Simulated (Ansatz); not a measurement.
Consider Si.

The calculation's input:

```
crystal:
  lattice:
    - [3.8321168108, -0.0103467154, 0.0]
    - [-1.9250189238, 3.3238838661, 0.0]
    - [0.0, 0.0, 6.3412386841]
  atoms:
    - { symbol: Si, position: [0.3337754212, 0.6666699013, 0.0630620219] }
    - { symbol: Si, position: [0.6662245788, 0.3333300987, 0.5630620219] }
    - { symbol: Si, position: [0.3337754212, 0.6666699013, 0.4369379781] }
    - { symbol: Si, position: [0.6662245788, 0.3333300987, 0.9369379781] }
kpoints:
  mp_grid: { grid: [6, 6, 4] }
  band_path:
    path:
      - [0.0, 0.0, 0.0]
      - [0.5, 0.0, 0.0]
      - [0.3333333333, 0.3333333333, 0.0]
      - [0.0, 0.0, 0.5]
      - [0.5, 0.0, 0.5]
      - [0.3333333333, 0.3333333333, 0.5]
    npoints: 1
hamiltonian:
  xc: hse06
scf:
  occupations: { method: fixed }
  n_extra_bands: 5
output:
  forces: true
  stress: true
  eigenvalues: true
  write_density: true
  write_potential: true
  elf: true
  volumetric_format: npy
```

Command:

```sh
ansatz run input.yaml --threads 4 --pin off --max-ram 3686MiB --backend cpu --events-out ev --progress --plain --runs-dir out
```

Below, planes, directions and counts refer to the conventional cell (a = 3.84 Å, b = 6.62 Å, c = 6.34 Å, α = 90.00°, β = 90.00°, γ = 89.85°).

Space group Cmcm; a structure from a database of computed crystals, not necessarily the ambient phase; started from the database structure prototype, which need not be the ambient phase; changed on purpose from its base cell (shear xy strain -0.5%).

Theory: DFT, HSE06, plane waves, PAW (Ansatz).

> What can the converged valence pseudo-density and electron localisation function tell about the bonding?

Si–Si (2.37 Å): ρ at the midpoint is about 0.57 e/Å³; the ELF peaks at about 0.95 between the atoms: a shared electron pair.

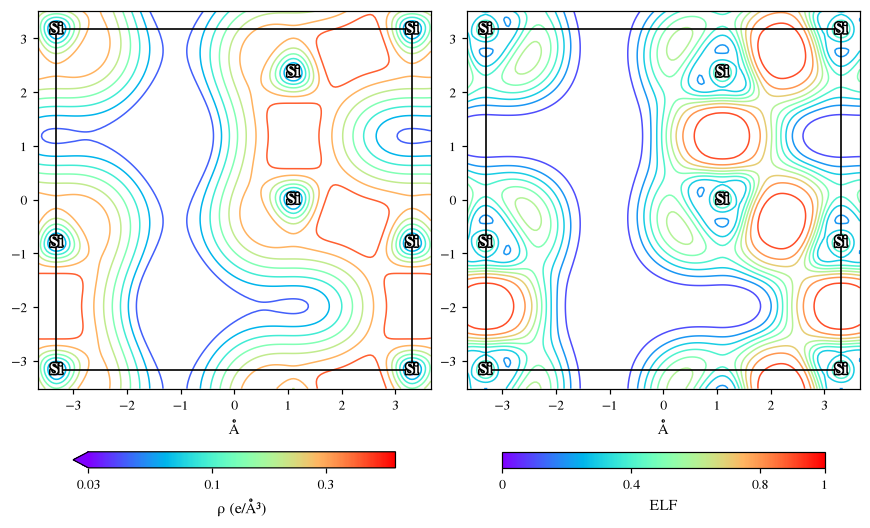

Computed valence pseudo-density and electron localisation function on the (100) plane of the conventional cell, in this order. 
